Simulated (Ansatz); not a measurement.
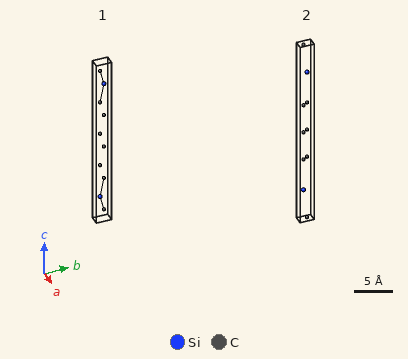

Two geometries of crystalline SiC₄ (a generated structure, set up in P-3m1) (coarse preliminary run), drawn at one scale. One is the start of a relaxation, the other its converged end. The picture is a ball-and-stick view of the cell of the calculation, seen slightly off an axis.

Theory: Ansatz, DFT PBE, scalar-relativistic, plane waves, PAW. (plane-wave cutoff 420 eV; k-point mesh 6 × 6 × 1; occupations gaussian; smearing width 0.1 eV; no spin polarisation; cell and atoms relaxed; force threshold 0.04 eV/Å; at most 70 steps)

Q: Which of the two is the end point?

A: Structure 2 is the relaxed one. The largest moves relative to the cell, 2.30 Å, are those of C atoms. By element the largest moves are C 2.30 Å, Si 0.53 Å. The drawn cell changes as follows: a = b 2.665 → 2.470 Å (−7.3 %), c 21.610 → 24.115 Å (+11.6 %); the volume changes by −4.1 %. Among the contacts that change: C–Si 2.653 → 4.416 Å, C–Si 2.653 → 4.390 Å, C–C 2.653 → 1.426 Å, Si–Si 2.665 → 2.470 Å. New bonds form: C–C (2.65 → 1.43 Å). The space group stays P-3m1 (No. 164). Over 27 accepted moves (29 points after the start) the energy falls by 41.680 eV per cell of the calculation. Largest force component: 0.28 eV/Å at the start, 0.013 eV/Å at the end. The pressure goes from −24.26 to 0.22 GPa. At 2 points the geometry stayed and the basis and grid were re-selected for the new cell (energy shift of 14.5 meV per cell of the calculation at most each time). The run took 91 s on 1 thread of Intel(R) Xeon(R) Processor @ 2.70GHz, with other jobs on the host, peak memory 0.39 GiB.
